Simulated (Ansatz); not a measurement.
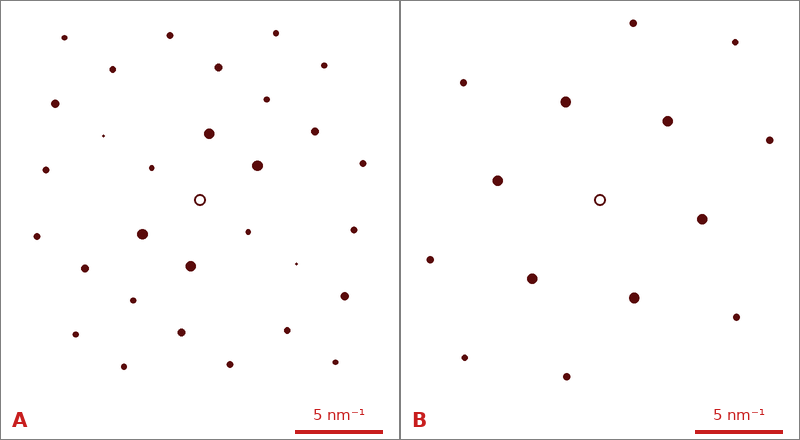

Kinematic electron diffraction patterns (300 kV, B = 0.5 Å², same scale, each along a low-index zone) of two structures of composition AlCo, each relaxed at zero pressure with DFT r2SCAN, scalar-relativistic, plane waves, PAW (Ansatz 0.2.0). The runs are not spin-polarised.

The structures (standard cells):
1. Fm-3m (No. 225), a = 4.734 Å, 8 atoms; generated start, possibly hypothetical
2. P6_3/mmc (No. 194), a = 3.467 Å, c = 5.199 Å (hexagonal axes), 4 atoms; generated start, possibly hypothetical

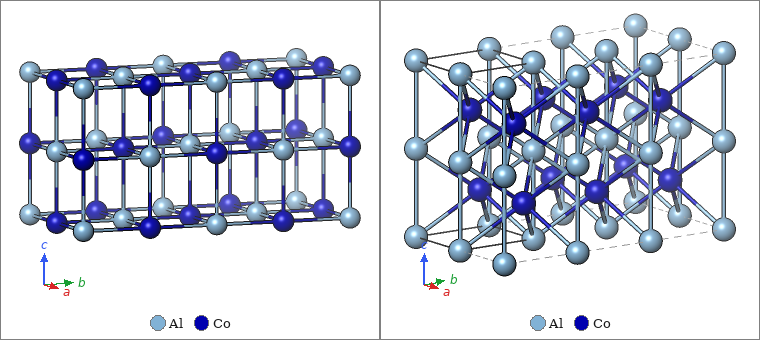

Drawings of the structures 1 to 2, from left to right (each may span several cells).

Q: Which pattern belongs to which structure, and along which zone?

A: A is structure 2 along [101] or an equivalent direction: centred rectangular net of 0 1 0 at d = 3.00 Å and 1 0 -1 at d = 2.60 Å, 64.3° apart (some points of this net are extinct or too weak to see). B is structure 1 along [111] or an equivalent direction: hexagonal net of -2 2 0 at d = 1.67 Å and -2 0 2 at d = 1.67 Å, 60.0° apart.

Q: Rank the structures by their computed energy.

A: Structure 2 (P6_3/mmc, 13.53 Å³ an atom) is the lowest of these; structure 1 (Fm-3m, 13.26 Å³ an atom) lies about 120 meV an atom higher. These are static energies at 0 K; other structures, not shown, may lie lower still.
